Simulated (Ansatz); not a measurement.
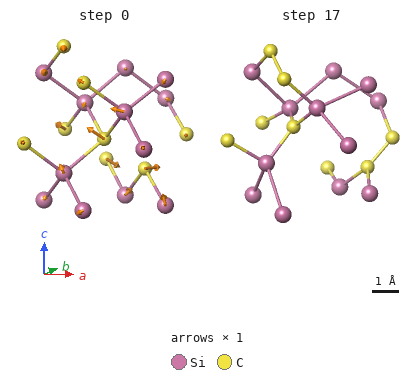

The structure of crystalline Si52C12 (a generated structure, set up in P1) before (left) and after (right) a relaxation, at one scale. The orange arrows give the displacements, at their true length.

A ball-and-stick model of the atoms within 4.2 Å of the atom that moves most (axes of the cell of the calculation (origin shifted)), seen slightly off an axis.

Method: Ansatz 0.2.0, DFT, PBEsol, PAW, plane waves. (plane-wave cutoff 420 eV; k-point mesh 1 × 1 × 1; mesh shifted by (0.5, 0.5, 0.5); no spin polarisation; cell relaxed at fixed shape; force threshold 0.03 eV/Å; at most 80 steps)

Q: What changed between the two?

A: A C atom moves most relative to the cell: 0.94 Å along [−1 −1 1]. By element the largest moves are C 0.94 Å, Si 0.69 Å. Cell: a = b = c 10.152 → 10.155 Å (0.0 %). Volume +0.1 %. Among the contacts that change: C–C 2.228 → 1.531 Å, C–C 2.200 → 1.624 Å, C–Si 2.179 → 1.797 Å, C–Si 2.221 → 1.841 Å. New bonds form: C–C (2.20 → 1.62 Å), C–C (2.23 → 1.53 Å). Among the angles between lasting bonds that change: Si–Si–C 110.0° → 78.7°, Si–Si–Si 109.2° → 86.9°, Si–Si–Si 109.1° → 91.8°. The space group stays P1 (No. 1). After 14 accepted moves (17 points after the start) the energy has fallen by 25.418 eV per cell of the calculation. Largest force component: 5.5 eV/Å at the start, 0.028 eV/Å at the end. The pressure goes from 6.93 to 0.00 GPa. The line search rejected the trial steps at points 11, 12, 15 of the run.
